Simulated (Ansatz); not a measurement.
**AlCo: single-point calculation**

- system: AlCo (P4/mmm, 2 atoms in the cell)
- method: DFT PBEsol, scalar-relativistic, plane waves, PAW, no spin polarisation (Ansatz 0.2.0)

The structure derives from a Materials Project entry. It belongs to a series of runs on one base structure; here: strain +0.000 along x and y, -0.030 along z, atoms carried along. Figures and captions count atoms from 1; the log counts them from 0 in places.

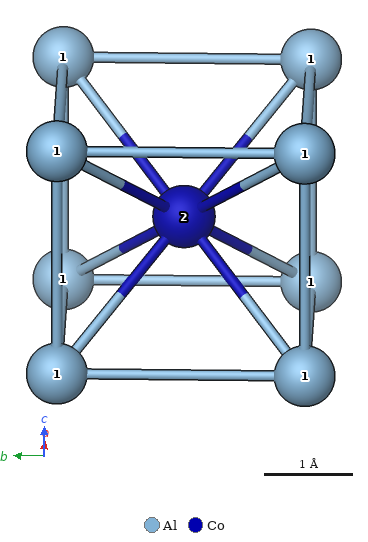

*The structure as given in the input (ball-and-stick view of the cell of the calculation, seen at an oblique angle; atoms are numbered from 1 in the order of the input).*

Summary:

| quantity | value |
| --- | --- |
| outcome | converged |
| space group (tolerance 0.01 Å) | P4/mmm (123) |
| electrons treated | 20 |
| free energy | −5618.7524 eV |
| Fermi energy | 15.440 eV |
| gap on the k-point mesh | none (metallic) |
| pressure | 7.25 GPa |
| largest force (length of the vector) | under 0.001 eV/Å |
| hardware | 1 thread of Oxide Virtual Turin-like (Zen 5), 32 GiB of memory available, shared host |
| wall time | 6.6 s |
| peak memory | 0.45 GiB |

Notes:

The run has no spin polarisation, so a magnetic state may lie lower.

The input:
```yaml
crystal:
  lattice:
    - [2.81940321, 0.0, 0.0]
    - [0.0, 2.81940321, 0.0]
    - [0.0, 0.0, 2.7348211137]
  atoms:
    - { symbol: Al, position: [0.0, 0.0, 0.0] }
    - { symbol: Co, position: [0.5, 0.5, 0.5] }
basis:
  ecutwfc: 420
kpoints:
  mp_grid: { grid: [16, 16, 16] }
hamiltonian:
  xc: pbesol
scf:
  occupations: { method: gaussian, width: 0.15 }
output:
  forces: true
  stress: true
  eigenvalues: true
  write_density: true
  write_potential: true
  elf: true
  volumetric_format: npy
```

Launched with:
```bash
ansatz run input.yaml --threads 1 --pin off --max-ram 2560MiB --backend cpu --events-out ev --progress --plain --runs-dir out
```

The program's output:
```
Engine: ansatz 0.2.0, x86_64-unknown-linux-gnu
Pseudopotentials: kind: paw
Pseudopotential: Al, paw, valence charge 3, recommended cutoff 420 eV (normal), Al.paw.azcp
Pseudopotential: Co, paw, valence charge 17, recommended cutoff 420 eV (normal), Co.paw.azcp
Functional definition: PBEsol
  exchange = pbesol_x
  correlation = pbesol_c
Crystal: 2 atoms, lattice volume = 21.739 Å³
Basis set: ecut = 420 eV, 437 PW (Γ), exchange–correlation on 40×40×40 points (8 copies of the dense FFT grid, shifted against one another)
Bands: 14, of which v1, the nominal top of the filled ones, is band 10 counted from 1 (9 counted from 0)
Symmetry: 16 space group operations
Space group: P4/mmm (ITA 123), of the structure as read, at distance tolerance 2.8e-5 Å
k-points: 405 of 4096
Non-local potential: Al, projectors of the file, l = 0: 2, l = 1: 2, l = 2: 1
Non-local potential: Co, projectors of the file, l = 0: 3, l = 1: 2, l = 2: 3, l = 3: 1
PAW form: soft (Blöchl's): semilocal exchange-correlation on the pseudo side does not see the compensation charge
PAW frozen core: Al, regenerated for the run's functional, and the local potential with it (the file was generated under x = pbe(κ = 0.804, μ = 0.2195149727645171), c = pbe(β = 0.06672455060314922))
PAW frozen core: Co, regenerated for the run's functional, and the local potential with it (the file was generated under x = pbe(κ = 0.804, μ = 0.2195149727645171), c = pbe(β = 0.06672455060314922))
PAW one-centre angular grid: Al, 110 points (default); XC on 64 Gauss nodes
PAW one-centre angular grid: Co, 590 points (default); XC on 64 Gauss nodes
Initial density: superposition of atomic densities (neutral atoms: chi_scale 0, normalization atom), corrected by the library's trained network
Initial wavefunctions: pseudopotential atomic-orbital guess
Functional: x = pbesol(κ = 0.804, μ = 0.12345679012345678), c = pbesol(β = 0.046)
SCF iter   1: F=—  HF=-5618.766660 eV  |F-HF|=—  |Δ(HF+E_count)|=         —  Δρ=2.99e-2  dr2=1.19e-1  ethr=1.77e-3  ⟨swp⟩=4.1  Hψ=25954  notcnv=0
preconditioner: auto → none  [metal: Δε(μ)=0.011 eV  Ē_g=8.692 eV  σ=0.150 eV  W_gap=0.04  n_scr=6 (ndim 8)  ℏωp=27.6 eV  f_vac=0.000  D(μ)=0.80/eV (n_scr^D=6)  sad-step TF]
SCF iter   2: F=—  HF=-5618.755479 eV  |F-HF|=—  |Δ(HF+E_count)|=   1.12e-2  Δρ=1.32e-2  dr2=2.69e-2  ethr=5.96e-4  ⟨swp⟩=1.8  Hψ=9473  notcnv=0  defer=11
SCF iter   3: F=—  HF=-5618.752475 eV  |F-HF|=—  |Δ(HF+E_count)|=   3.00e-3  Δρ=1.81e-3  dr2=5.11e-4  ethr=1.34e-4  ⟨swp⟩=1.0  Hψ=5679  notcnv=0  defer=11
SCF iter   4: F=—  HF=-5618.752420 eV  |F-HF|=—  |Δ(HF+E_count)|=   5.49e-5  Δρ=2.19e-4  dr2=1.36e-6  ethr=2.55e-6  ⟨swp⟩=1.6  Hψ=6450  notcnv=0  defer=11
SCF iter   5: F=—  HF=-5618.752444 eV  |F-HF|=—  |Δ(HF+E_count)|=   2.31e-5  Δρ=9.84e-6  dr2=1.64e-8  ethr=6.81e-9  ⟨swp⟩=2.3  Hψ=8679  notcnv=0  defer=11
SCF iter   6: F=-5618.752444 eV  HF=-5618.752444 eV  |F-HF|=2.07e-10  |Δ(HF+E_count)|=   2.96e-9  Δρ=1.23e-6  dr2=2.75e-10  ethr=8.18e-11  ⟨swp⟩=5.5  Hψ=31120  notcnv=0
SCF 1 converged in 6 iterations: F = -5618.752444 eV  dr2 = 2.75e-10
  greatest PAW one-centre occupation: 1.001 electrons in one spin orbital (limit 2), on the Co atom at site 1 (counted from 0), in its partial waves of l = 1
```

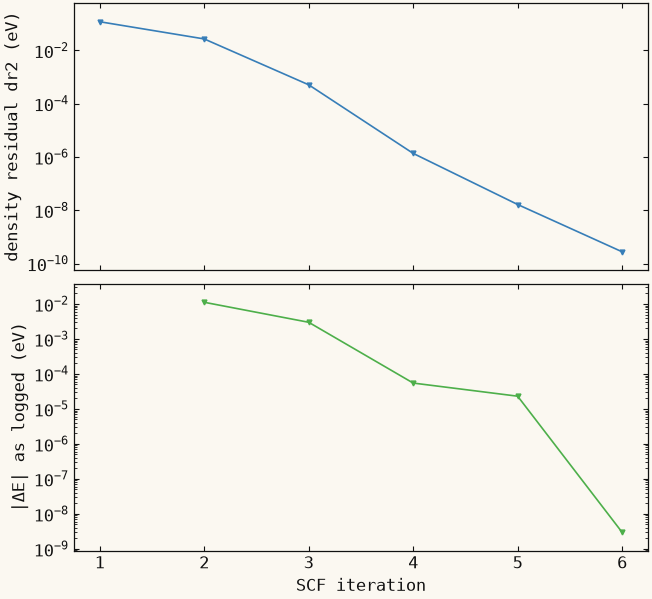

*Convergence of the self-consistent field: density residual dr2 and size of the energy change against the SCF iteration.*

The residual falls at every step.

```
SCF converged after 6 iterations
Free energy (F): -5618.752444 eV
Harris-Foulkes:  -5618.752444 eV  (|F-HF|=2.07e-10)
Internal energy: -5618.742890 eV  (E = F + TS)
E sigma→0 (E₀):  -5618.747667 eV
Entropy (-TS):   -0.009553 eV (-4.777 meV/atom)
Fermi energy:    15.440199 eV
--- Per-component energies (eV) ---
  E_band       = -265.796815
  E_kinetic    = 486.757085
  E_local      = -3596.531460  (includes V_loc(G=0)·N_el)
  E_nonlocal   = 468.656970
  E_hartree    = 1554.953374
  E_xc         = -200.386106
  E_vxc        = -237.881830  (∫ρ·V_xc dr)
  E_paw        = -1940.655245  (= ΣΔE_a)
  E_vpaw       = -496.703611  (= ΣTr[D̂ρ^β])
  E_aug_tail   = 0.000067  (compensation charges beyond the density's cutoff)
  E_ewald      = -2391.745135
  E_core_change = 0.207558  (= ΣΔE_core)
  E_smearing   = -0.009553  (= −TS)
  E_closure    = 0.000000  (closes the sum)
  Σ components = -5618.752444   (vs F -5618.752444, Δ=0.00e0)
--- Forces (eV/Å), atoms counted from 1 ---
  atom   1  Al     0.00000000     0.00000000     0.00000000
  atom   2  Co     0.00000000     0.00000000     0.00000000
  max |Σ_I F_I| component: 1.01e-28 eV/Å
--- Stress (GPa, compression-positive) ---
        4.977207       0.000000       0.000000
        0.000000       4.977207       0.000000
        0.000000       0.000000      11.790227
  P = ⅓ Tr σ = 7.2482 GPa (72.482 kbar)
--- Band table (eV; the first three rows and the last of 405) ---
  k-point 0: bands = ["-79.0554", "-42.5010", "-42.5010", "-42.4563", "3.9394", "12.1435", "12.2038", "14.4913", "14.6261", "14.6261", "21.3354", "21.3354", "22.5102", "24.3414"]
  k-point 1: bands = ["-79.0553", "-42.5008", "-42.5008", "-42.4589", "4.0201", "12.1684", "12.2060", "14.4969", "14.5750", "14.5750", "21.4505", "21.4505", "21.5864", "24.3295"]
  k-point 2: bands = ["-79.0547", "-42.5002", "-42.5002", "-42.4665", "4.2612", "12.1961", "12.2403", "14.4356", "14.4356", "14.5130", "20.1023", "21.7825", "21.7825", "24.2940"]
  k-point 404: bands = ["-79.0427", "-42.5393", "-42.5393", "-42.5159", "11.2230", "11.2276", "11.2276", "15.1822", "15.3093", "17.7579", "17.7579", "17.8849", "20.1913", "20.9510"]
```

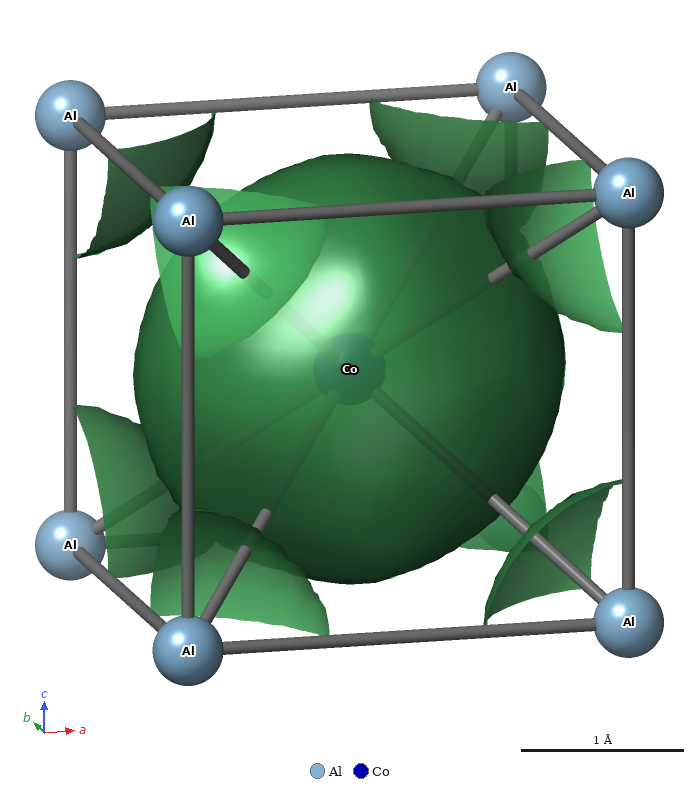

*Isosurface of the ELF at 0.4 (green), seen slightly off an axis. Core shells and regions of very low density are left out. Sticks mark near contacts. The outline is the cell set on symmetry axes.*

The ELF exceeds this value in one network that runs through the whole crystal, counted in one cell of 2 atoms.  Values along the shortest contacts: Al–Co (2.42 Å): the ELF is about 0.40 at the midpoint (nearly free electrons, as in a simple metal). Co–Co (2.73 Å): the ELF is about 0.40 at the midpoint, which marks metallic bonding. In a PAW calculation such maps are meaningful between the atoms, not at the nuclei.

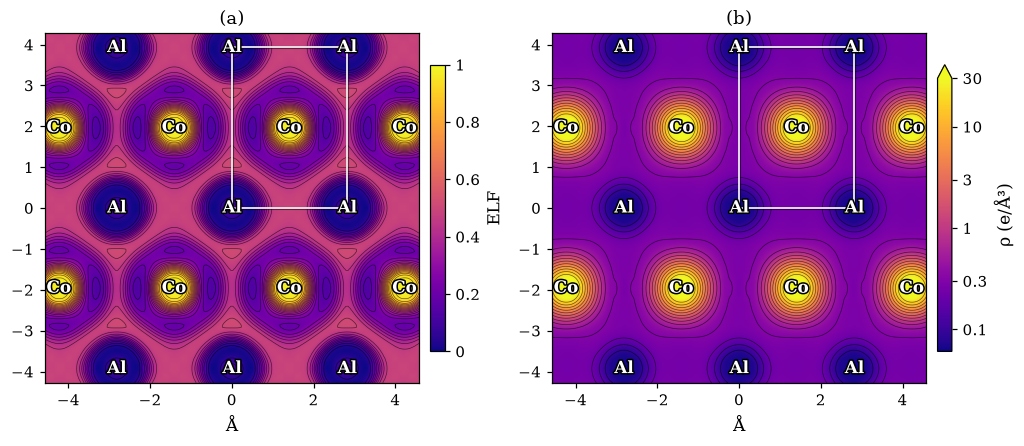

*(a) ELF; (b) valence pseudo-density on the (101) plane of the conventional cell.*

Al–Co (2.42 Å): ρ is about 0.35 e/Å³ halfway; the ELF is about 0.40 at the midpoint, which marks metallic bonding. Co–Co (2.82 Å): ρ at the midpoint is about 0.26 e/Å³; the ELF is about 0.40 at the midpoint, which marks metallic bonding. Al–Al (2.82 Å): the density is about 0.24 e/Å³ at the midpoint; the ELF is about 0.50 at the midpoint, which marks nearly free electrons, as in a simple metal. Away from the nuclei the density in this plane falls to 0.24 e/Å³ at its lowest. The strong features right at Co lie inside the PAW spheres (semicore, d or f shells) and say nothing about bonding.
